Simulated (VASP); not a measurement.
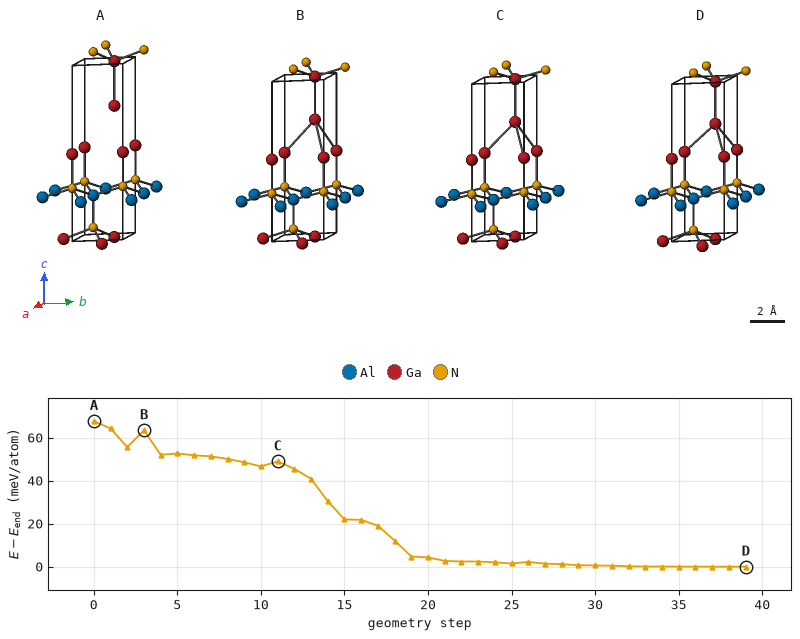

Frames of a relaxation of a crystal of AlGa$_{3}$N$_{2}$ (a generated structure, set up in P3m1), marked on the history of the run. Style: ball-and-stick. Shown: the cell of the calculation, slightly off an axis.

The run lets cell and atoms move.

Computed with Kohn-Sham DFT of a periodic cell, PBE, VASP PAW PBE potentials, recommended in VASP 6.6.1.

Input file:
```
SYSTEM = AlGa3N2
PREC = Accurate ; ENCUT = 520
EDIFF = 1E-6 ; ISMEAR = 0
SIGMA = 0.1 ; LREAL = .FALSE.
LASPH = .TRUE. ; NELM = 120
ALGO = Normal ; ISIF = 3
LWAVE = .FALSE. ; LCHARG = .FALSE.
GGA = PE ; IBRION = 2
NSW = 90 ; EDIFFG = -0.01
KPAR = 4
```

Command:
```bash
cat potpaw_PBE.64/Al/POTCAR potpaw_PBE.64/Ga_d/POTCAR potpaw_PBE.64/N/POTCAR > POTCAR
mpirun -np 4 vasp_std > vasp.out
```

Question: Describe the path.

Answer: After 39 geometry steps the energy has fallen by 67.7 meV per atom. Largest force component: 0.34 eV/Å at the start, 0.0093 eV/Å at the end. Pressure: −0.36 GPa at the start and 0.06 GPa at the end. The largest move relative to the cell is that of a Ga atom, 0.28 Å along +c. Largest moves by element: Ga 0.28 Å, N 0.13 Å, Al 0.08 Å. The volume changes by −4.3 %, with a = b 3.115 → 3.219 Å (+3.4 %), c 10.457 → 9.365 Å (−10.4 %). Near-neighbour distances that change, for instance: Ga–Ga 3.102 → 2.535 Å, Ga–Ga 2.651 → 2.502 Å, Ga–N 2.042 → 1.974 Å, Al–N 1.890 → 1.944 Å. New bonds form: Ga–Ga (3.10 → 2.53 Å). The space group stays P3m1 (No. 156). It ran on 4 threads of Intel(R) Xeon(R) 6975P-C (Granite Rapids), with other jobs on the host. From step 0 to 3: a Ga atom moves most (0.15 Å), volume −5.1 %, energy −4.3 meV per atom. From step 3 to 11: a Ga atom moves most (0.05 Å), energy −14.5 meV per atom. From step 11 to 39: Ga and N atoms move most (0.15 Å), volume +0.8 %, energy −49.0 meV per atom.

| step | E − E(0), meV/atom | largest force component, eV/Å | pressure, GPa | volume, Å³/atom |
| --- | --- | --- | --- | --- |
| 0 | 0.00 | 0.3411 | -0.36 | 14.642 |
| 1 | -3.45 | 0.4382 | -0.16 | 14.571 |
| 2 | -12.11 | 0.8565 | 0.90 | 14.352 |
| 3 | -4.30 | 2.7779 | 4.55 | 13.888 |
| 4 | -15.69 | 1.4107 | 1.88 | 14.195 |
| 5 | -15.09 | 1.8108 | 2.73 | 14.092 |
| 6 | -15.94 | 1.5621 | 2.17 | 14.155 |
| 7 | -16.40 | 1.5720 | 2.20 | 14.149 |
| 8 | -17.61 | 1.5997 | 2.31 | 14.133 |
| 9 | -19.18 | 1.6594 | 2.50 | 14.100 |
| 10 | -21.10 | 1.8148 | 2.78 | 14.031 |
| 12 | -22.22 | 1.9186 | 3.07 | 13.983 |
| 13 | -26.87 | 1.6841 | 2.75 | 14.001 |
| 15 | -45.79 | 1.0073 | 0.36 | 14.162 |
| 16 | -45.97 | 1.0186 | 0.09 | 14.178 |
| 18 | -55.62 | 0.7235 | -0.44 | 14.200 |
| 19 | -63.03 | 0.2519 | -1.28 | 14.234 |
| 21 | -65.08 | 0.2443 | -0.46 | 14.093 |
| 22 | -65.34 | 0.1963 | 0.31 | 13.991 |
| 24 | -65.72 | 0.1318 | 0.19 | 14.006 |
| 25 | -66.26 | 0.1360 | 0.05 | 14.019 |
| 27 | -66.34 | 0.1877 | -0.03 | 14.024 |
| 28 | -66.56 | 0.1874 | -0.05 | 14.027 |
| 30 | -67.17 | 0.2672 | -0.23 | 14.045 |
| 31 | -67.31 | 0.2001 | -0.19 | 14.039 |
| 33 | -67.67 | 0.0651 | 0.04 | 14.018 |
| 34 | -67.68 | 0.0593 | 0.03 | 14.014 |
| 36 | -67.73 | 0.0248 | -0.12 | 14.019 |
| 37 | -67.74 | 0.0124 | 0.05 | 14.008 |
| 39 | -67.75 | 0.0093 | 0.06 | 14.006 |
